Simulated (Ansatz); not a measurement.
## Geometry relaxation, with input and output: TiAl (part 2 of 2)

The same run, continued: TiAl (P4/mmm, 2 atoms in the cell); DFT PBE, scalar-relativistic, plane waves, PAW, no spin polarisation (Ansatz 0.2.0); cutoff 420 eV, 14×14×10 k-mesh, Gaussian smearing of 0.1 eV. The structure derives from an entry of the Crystallography Open Database.

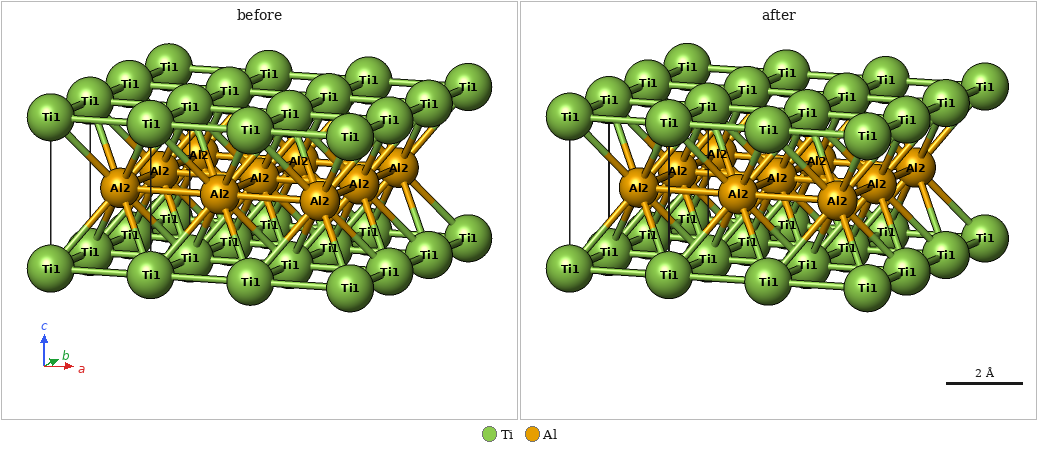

Figure 1. Before (left) and after (right) the relaxation, at one scale (ball-and-stick view of the cell of the calculation, repeated 3 × 3 × 1, seen slightly off an axis). Over 3 geometry steps the energy falls by 0.6 meV per atom. All forces vanish by symmetry, so only the cell relaxes. The pressure goes from −0.73 to 0.00 GPa. No atom moves by more than 0.005 Å relative to the cell. Cell: a = b 2.837 → 2.822 Å (−0.5 %), c 4.059 → 4.077 Å (+0.4 %). Volume −0.6 %. Among the contacts that change: Ti1–Ti1 2.837 → 2.822 Å, Al2–Al2 2.837 → 2.822 Å. The space group stays P4/mmm (No. 123). A last SCF at the same geometry on a re-selected plane-wave basis shifts the energy by +0.0 meV per atom. (Atoms are counted from 1 in the order of the input.)

```
basis re-selected at this cell: Δ(F+E_penalty+E_count) = +5.080e-5 eV, ΔP = -0.002 GPa vs the last step (what re-selecting the basis moved, of the pressure what is left beyond the Pulay correction that the steps carried, after the strain that the cell walked since its last selection, with what the two solves' SCF thresholds leave and, on support functions, any second-order correction that the steps lacked; it is no measure of the basis error at this ecutwfc). This SCF's stress stands 1.39e-2 GPa from its target on what of the cell is left free (relax.cell.stress_tol is 5.00e-2 GPa) and its largest allowed force component is 2.47e-32 eV/Å (relax.f_tol is 5.00e-3 eV/Å): within both
SCF converged after 8 iterations
Free energy (F): -3037.984067 eV
Harris-Foulkes:  -3037.984067 eV  (|F-HF|=9.09e-13)
Internal energy: -3037.975540 eV  (E = F + TS)
E sigma→0 (E₀):  -3037.979803 eV
Entropy (-TS):   -0.008527 eV (-4.263 meV/atom)
Fermi energy:    10.980523 eV
--- Per-component energies (eV) ---
  E_band       = -164.854893
  E_kinetic    = 296.435160
  E_local      = -1077.961974  (includes V_loc(G=0)·N_el)
  E_nonlocal   = 19.102093
  E_hartree    = 462.218266
  E_xc         = -137.737845
  E_vxc        = -151.611564  (∫ρ·V_xc dr)
  E_paw        = -1515.538437  (= ΣΔE_a)
  E_vpaw       = -175.255265  (= ΣTr[D̂ρ^β])
  E_aug_tail   = 0.000126  (compensation charges beyond the density's cutoff)
  E_ewald      = -1084.492929
  E_smearing   = -0.008527  (= −TS)
  E_closure    = 0.000000  (closes the sum)
  Σ components = -3037.984067   (vs F -3037.984067, Δ=0.00e0)
--- Forces (eV/Å), atoms counted from 1 ---
  atom   1  Ti     0.00000000     0.00000000     0.00000000
  atom   2  Al     0.00000000     0.00000000     0.00000000
  max |Σ_I F_I| component: 4.93e-32 eV/Å
--- Stress (GPa, compression-positive) ---
       -0.009551       0.000000       0.000000
        0.000000      -0.009551       0.000000
        0.000000       0.000000       0.013867
  P = ⅓ Tr σ = -0.0017 GPa (-0.017 kbar)
--- Band table (eV; the first three rows and the last of 216) ---
  k-point 0: bands = ["-45.6285", "-22.0308", "-21.5910", "-21.5910", "1.9368", "9.1021", "10.1270", "10.5816", "13.1346", "13.1346", "14.2804", "17.1053"]
  k-point 1: bands = ["-45.6284", "-22.0324", "-21.5909", "-21.5909", "2.0279", "8.6789", "10.1422", "10.7979", "13.0978", "13.0978", "14.2817", "17.4079"]
  k-point 2: bands = ["-45.6283", "-22.0366", "-21.5908", "-21.5908", "2.2927", "7.8175", "10.1826", "11.1252", "13.0054", "13.0054", "14.2850", "18.1950"]
  k-point 215: bands = ["-45.5131", "-21.9996", "-21.9996", "-21.9295", "8.4653", "8.7200", "8.7200", "12.7324", "13.0964", "13.6687", "15.1381", "15.1381"]
--- Relaxed structure (4 steps of the walk, 4 accepted, 1 SCFs on fresh bases) ---
  F+E_penalty+E_count = -3037.98406676 eV   max|allowed force component| = 2.465e-32 eV/Å   (the final SCF, on the basis selected at the relaxed cell)
  cell:  # Å, volume = 32.4682 Å³
    - [2.822091405411719, 8.546120113354089e-35, 0.0]
    - [8.546120113354089e-35, 2.822091405411719, 0.0]
    - [0.0, 0.0, 4.076765125043754]
  atoms:
    - { symbol: Ti, position: [3.2878874874442865e-35, 1.2868893973670072e-85, 0.0] }
    - { symbol: Al, position: [0.5, 0.5, 0.49999999999999994] }
```

Trajectory as extended XYZ (Å, eV, eV/Å), 5 frames, from step=1 to step=5
```
2
Lattice="2.8373 0.0000 0.0000 0.0000 2.8373 0.0000 0.0000 0.0000 4.0591" Properties=species:S:1:pos:R:3:forces:R:3 step=1 energy=-3037.98297 pressure_GPa=-0.73
Ti    0.0000    0.0000    0.0000    0.0000   0.0000   0.0000
Al    1.4186    1.4186    2.0295    0.0000   0.0000   0.0000
2
Lattice="2.8189 0.0000 0.0000 0.0000 2.8189 0.0000 0.0000 0.0000 4.0687" Properties=species:S:1:pos:R:3:forces:R:3 step=2 energy=-3037.98394 pressure_GPa=0.49
Ti    0.0000    0.0000    0.0000    0.0000   0.0000   0.0000
Al    1.4095    1.4095    2.0343    0.0000   0.0000   0.0000
2
Lattice="2.8225 0.0000 0.0000 0.0000 2.8225 0.0000 0.0000 0.0000 4.0740" Properties=species:S:1:pos:R:3:forces:R:3 step=3 energy=-3037.98411 pressure_GPa=0.05
Ti    0.0000    0.0000    0.0000    0.0000   0.0000   0.0000
Al    1.4112    1.4112    2.0370    0.0000   0.0000   0.0000
2
Lattice="2.8221 0.0000 0.0000 0.0000 2.8221 0.0000 0.0000 0.0000 4.0768" Properties=species:S:1:pos:R:3:forces:R:3 step=4 energy=-3037.98412 pressure_GPa=0.00
Ti    0.0000    0.0000    0.0000    0.0000   0.0000   0.0000
Al    1.4110    1.4110    2.0384    0.0000   0.0000   0.0000
2
Lattice="2.8221 0.0000 0.0000 0.0000 2.8221 0.0000 0.0000 0.0000 4.0768" Properties=species:S:1:pos:R:3:forces:R:3 step=5 energy=-3037.98407 pressure_GPa=-0.00
Ti    0.0000    0.0000    0.0000    0.0000   0.0000   0.0000
Al    1.4110    1.4110    2.0384    0.0000   0.0000   0.0000
```

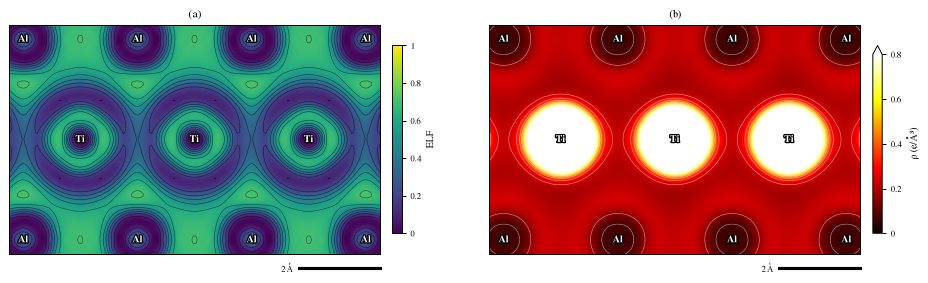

Figure 2. (a) electron localisation function; (b) valence charge density (pseudo) on the (101̄) plane of the conventional cell. Atoms in the plane: Ti and Al. Ti–Ti (2.82 Å): ρ is about 0.23 e/Å³ halfway; the ELF is about 0.30 at the midpoint; no localised pair between them. Al–Al (2.82 Å): ρ is about 0.22 e/Å³ halfway; the ELF peaks at about 0.70 between the atoms. Ti–Al (2.85 Å): ρ at the midpoint is about 0.2 e/Å³; the ELF is about 0.35 at the midpoint, as expected for metallic bonding. Away from the nuclei the density in this plane falls to 0.18 e/Å³ at its lowest. The strong features right at Ti lie inside the PAW spheres (semicore, d or f shells) and say nothing about bonding. Core electrons are frozen (PAW), so the fields are smoothed inside the atomic spheres.

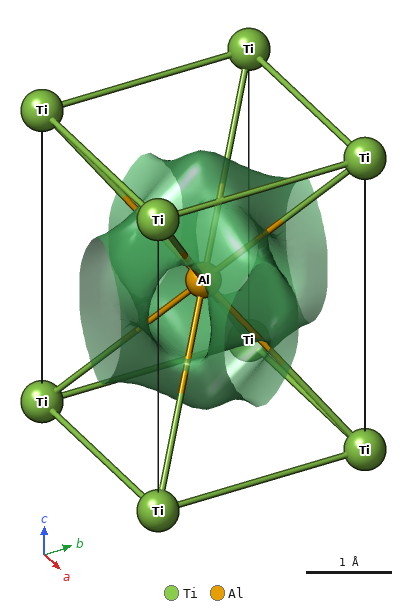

Figure 3. Isosurface of the electron localisation function at 0.6 (green), seen at an oblique angle. Core shells and regions of very low density are left out. Sticks mark near contacts. The outline is the cell set on symmetry axes. Along the contacts the grid gives the following. Ti–Ti (2.82 Å): the ELF is about 0.30 at the midpoint; no localised pair between them. Al–Al (2.82 Å): the ELF peaks at about 0.70 between the atoms.

The run was set up as follows.

Input file
```yaml
crystal:
  lattice:
    - [2.8373, 0.0, 0.0]
    - [0.0, 2.8373, 0.0]
    - [0.0, 0.0, 4.0591]
  atoms:
    - { symbol: Ti, position: [0.0, 0.0, 0.0] }
    - { symbol: Al, position: [0.5, 0.5, 0.5] }
basis:
  ecutwfc: 420
kpoints:
  mp_grid: { grid: [14, 14, 10] }
hamiltonian:
  xc: pbe
scf:
  occupations: { method: gaussian, width: 0.1 }
output:
  forces: true
  stress: true
  eigenvalues: true
  write_density: true
  write_potential: true
  elf: true
  volumetric_format: npy
relax:
  adjacent_minimum: "off"
  f_tol: 0.005
  max_steps: 80
  cell: { stress_tol: 0.05 }
```

Command:
```bash
ansatz run input.yaml --threads 1 --pin off --max-ram 2560MiB --backend cpu --events-out ev --progress --plain --runs-dir out
```

Summary

```json
{"quantity": "outcome", "value": "converged"}
{"quantity": "space group (tolerance 0.01 Å)", "value": "P4/mmm (123)"}
{"quantity": "electrons treated", "value": "15"}
{"quantity": "free energy", "value": "−3037.9841 eV"}
{"quantity": "Fermi energy", "value": "10.981 eV"}
{"quantity": "gap on the k-point mesh", "value": "none (metallic)"}
{"quantity": "pressure", "value": "0.00 GPa"}
{"quantity": "final volume", "value": "32.47 Å³"}
{"quantity": "largest force (length of the vector) at the end", "value": "under 0.001 eV/Å"}
{"quantity": "final cell", "value": "a = 2.822 Å, b = 2.822 Å, c = 4.077 Å, α = 90.00°, β = 90.00°, γ = 90.00°"}
{"quantity": "hardware", "value": "1 thread of Intel Xeon @ 2.50GHz (Skylake/Cascade Lake), 189 GiB of memory available, shared host"}
{"quantity": "wall time", "value": "49 s"}
{"quantity": "peak memory", "value": "0.42 GiB"}
```
